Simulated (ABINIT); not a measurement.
Phonon calculation of Ga (part 4 of 4)

Ga (4 atoms in the cell); Kohn-Sham DFT of a periodic cell, LDA, HGH LDA, no spin polarisation (ABINIT 10.8.3); cutoff 380.96 eV, 8×8×8 k-mesh, fermi-dirac of 0.136 eV. The structure derives from an entry of the Crystallography Open Database.

Geometry of the input (Å; fractional positions):
```
2.2615  -3.8305  0.0000
2.2615  3.8305  0.0000
0.0000  0.0000  4.5240
Ga 0.3576  0.6498  0.4139
Ga 0.1433  0.8386  0.9164
Ga 0.6560  0.3461  0.5984
Ga 0.8513  0.1628  0.0864
```

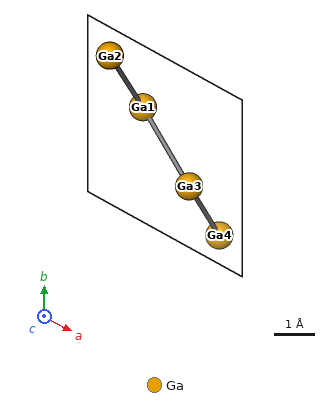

The structure (ball-and-stick view of the cell of the calculation, along the c axis; atoms are numbered from 1 in the order of the input). An atom can appear more than once, as a periodic image.

File anaddb.abo, continued
```
 DDB file with 3 blocks has been read.

================================================================================

 Treat the first list of vectors

  Phonon wavevector (reduced coordinates) :  0.00000  0.00000  0.00000
 Phonon energies in Hartree :
  -1.128068E-04  0.000000E+00  0.000000E+00  0.000000E+00  3.406562E-04
   3.782776E-04  4.140687E-04  5.361382E-04  6.599588E-04  7.059101E-04
   8.684972E-04  9.800930E-04
 Phonon frequencies in cm-1    :
  -2.475822E+01  0.000000E+00  0.000000E+00  0.000000E+00  7.476539E+01
   8.302234E+01  9.087758E+01  1.176687E+02  1.448442E+02  1.549294E+02
   1.906131E+02  2.151056E+02

 Analysis of degeneracies and characters (maximum tolerance=1.00E-06 a.u.)
 For each vibration mode, or group of modes if degenerate,
 the characters are given for each symmetry operation (see the list in the log file).
 Symmetry characters of vibration mode #   1
  1.0
 Symmetry characters of vibration mode #   2
       degenerate with vibration modes #   3 to    4
  3.0
 Symmetry characters of vibration mode #   5
  1.0
 Symmetry characters of vibration mode #   6
  1.0
 Symmetry characters of vibration mode #   7
  1.0
 Symmetry characters of vibration mode #   8
  1.0
 Symmetry characters of vibration mode #   9
  1.0
 Symmetry characters of vibration mode #  10
  1.0
 Symmetry characters of vibration mode #  11
  1.0
 Symmetry characters of vibration mode #  12
  1.0

================================================================================

 anaddb : the run completed successfully.
```

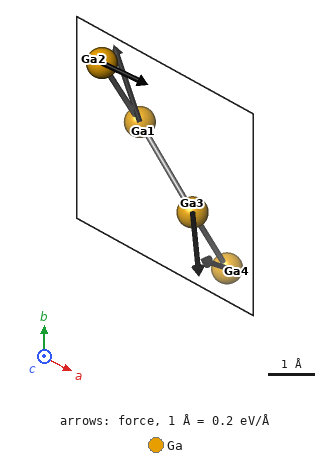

Forces on the atoms as black arrows (ball-and-stick view of the cell of the calculation, along the c axis; atoms are numbered from 1 in the order of the input). The largest act on Ga1 (0.36 eV/Å); Ga3 (0.32 eV/Å); Ga2 (0.23 eV/Å); Ga4 (0.17 eV/Å). The geometry is not a stationary point of this energy.

Results in brief

| quantity | value |
| --- | --- |
| outcome | converged |
| space group (tolerance 0.01 Å) | P1 (1) |
| electrons treated | 12 |
| free energy | −245.6849 eV |
| Fermi energy | 3.655 eV |
| gap on the k-point mesh | none (metallic) |
| pressure | −6.19 GPa |
| largest force (length of the vector) | 0.361 eV/Å |
| wall time | 17 min |
| peak memory | 0.29 GiB |

Points of doubt noted for this run: atoms not at rest. The cell is under a tension of 6.2 GPa at this level, so it is not at its equilibrium volume.
